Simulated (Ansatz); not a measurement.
A series of calculations on Zn

**1. Vibrations**

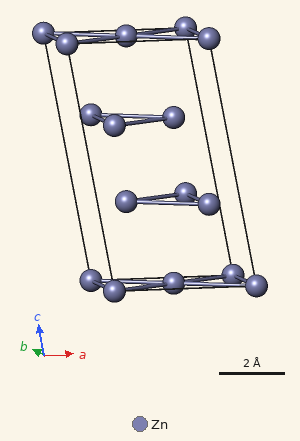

Lattice vibrations of solid Zn at 1.02 times its rest volume, at the zone centre. The picture is a ball-and-stick view of the conventional cell (2 times the calculation's cell), seen from a free direction. Lengths and directions refer to the drawn axes.

The calculation used Ansatz 0.2.0, DFT PBE, scalar-relativistic, plane waves, PAW.

Input
```yaml
crystal:
  lattice:
    - [2.2891926862, -1.3213524883, 0.0117412666]
    - [2.2891926862, 1.3213524883, 0.0117412666]
    - [-1.5693006661, 0.0, 7.7777085762]
  atoms:
    - { symbol: Zn, position: [0.0, 0.0, 0.0] }
    - { symbol: Zn, position: [0.2218448233, 0.2218448233, 0.6652952669] }
    - { symbol: Zn, position: [0.7781551767, 0.7781551767, 0.3347047331] }
basis:
  ecutwfc: 420
kpoints:
  mp_grid: { grid: [18, 18, 6] }
hamiltonian:
  xc: pbe
scf:
  occupations: { method: fermi_dirac, width: 0.15 }
output:
  eigenvalues: true
phonons:
  method: dfpt
  eigenvectors: true
```

The frequencies depend somewhat on the k-mesh and the smearing.

> List the optical modes.

The calculation's cell holds 3 atoms, so there are 6 optical modes, in 4 levels. No level is unstable.

```
level           symmetry  frequency (cm⁻¹)         activity
    1  doubly degenerate                51     not assigned
    2  doubly degenerate                53     not assigned
    3                B_u                88  infrared-active
    4                A_g                96     Raman-active
```

The crystal is a metal, so free carriers screen the infrared response.

The displacement patterns (one member of each degenerate set):

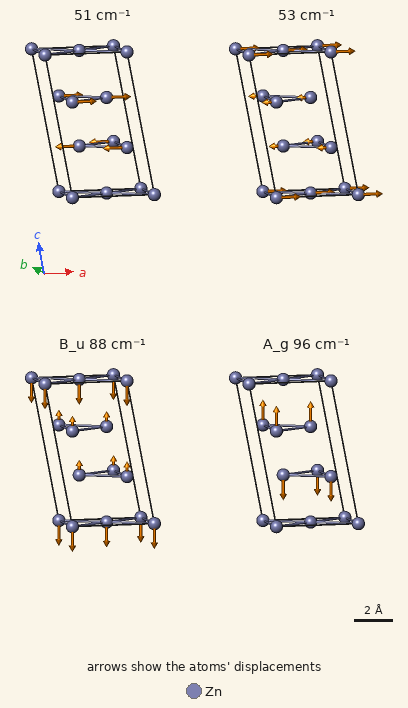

**2. One mode**

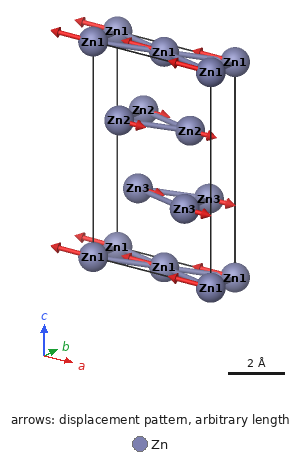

One vibrational mode of crystalline Zn at the zone centre. The red arrows give the relative displacements of the atoms. The picture is a ball-and-stick view of the conventional cell (2 times the calculation's cell), seen slightly off an axis. Lengths and directions refer to the drawn axes.

Method: DFT PBE, scalar-relativistic, plane waves, PAW (Ansatz 0.2.0).

Input file:
```yaml
crystal:
  lattice:
    - [2.2829602112, -1.3175131937, 0.0103921906]
    - [2.2829602112, 1.3175131937, 0.0103921906]
    - [-1.5690546564, 0.0, 7.6690954097]
  atoms:
    - { symbol: Zn, position: [0.0, 0.0, 0.0] }
    - { symbol: Zn, position: [0.2220107751, 0.2220107751, 0.6654791111] }
    - { symbol: Zn, position: [0.7779892249, 0.7779892249, 0.3345208889] }
basis:
  ecutwfc: 420
kpoints:
  mp_grid: { grid: [18, 18, 6] }
hamiltonian:
  xc: pbe
scf:
  occupations: { method: fermi_dirac, width: 0.15 }
output:
  eigenvalues: true
phonons:
  method: dfpt
  eigenvectors: true
```

The frequencies depend somewhat on the k-mesh and the smearing.

### Give the symmetry, activity and frequency of this mode.

This is the B_u mode at 56 cm⁻¹, optical level 2 of 5, counted from below, infrared-active by symmetry. The Zn (2a) sublattice moves against the Zn (4i) sublattice, along a. The crystal is a metal, so free carriers screen the infrared response.

**3. Softest mode**

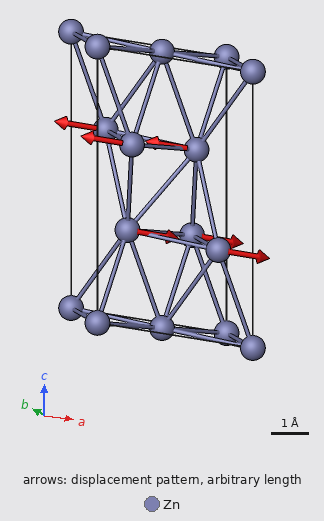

The lowest optical mode of crystalline Zn at 0.98 times its rest volume, space group C2/m (No. 12), at the zone centre. Displacements are drawn as red arrows; their common scale and sign are arbitrary. A ball-and-stick model of the conventional cell (2 times the calculation's cell), seen slightly off an axis. Lengths and directions refer to the drawn axes.

All numbers below come from DFT PBE, scalar-relativistic, plane waves, PAW (Ansatz 0.2.0).

The input:
```yaml
crystal:
  lattice:
    - [2.2762932234, -1.3134193439, 0.0094886202]
    - [2.2762932234, 1.3134193439, 0.0094886202]
    - [-1.5670191173, 0.0, 7.5617306937]
  atoms:
    - { symbol: Zn, position: [0.0, 0.0, 0.0] }
    - { symbol: Zn, position: [0.222158884, 0.222158884, 0.6655840932] }
    - { symbol: Zn, position: [0.777841116, 0.777841116, 0.3344159068] }
basis:
  ecutwfc: 420
kpoints:
  mp_grid: { grid: [18, 18, 6] }
hamiltonian:
  xc: pbe
scf:
  occupations: { method: fermi_dirac, width: 0.15 }
output:
  eigenvalues: true
phonons:
  method: dfpt
  eigenvectors: true
```

The frequencies depend somewhat on the k-mesh and the smearing.

**Is the structure stable against all modes at this point?**

Yes: this softest mode has a real frequency, and so have all others here. That speaks for this wave vector alone: the rest of the zone wasn't checked in this run. This is the A_g mode at 7.0 meV, the lowest optical level, Raman-active by symmetry. The Zn (2a) atoms stay at rest; all motion is along a; atoms of one kind move against one another, with no net shift of their sublattice.
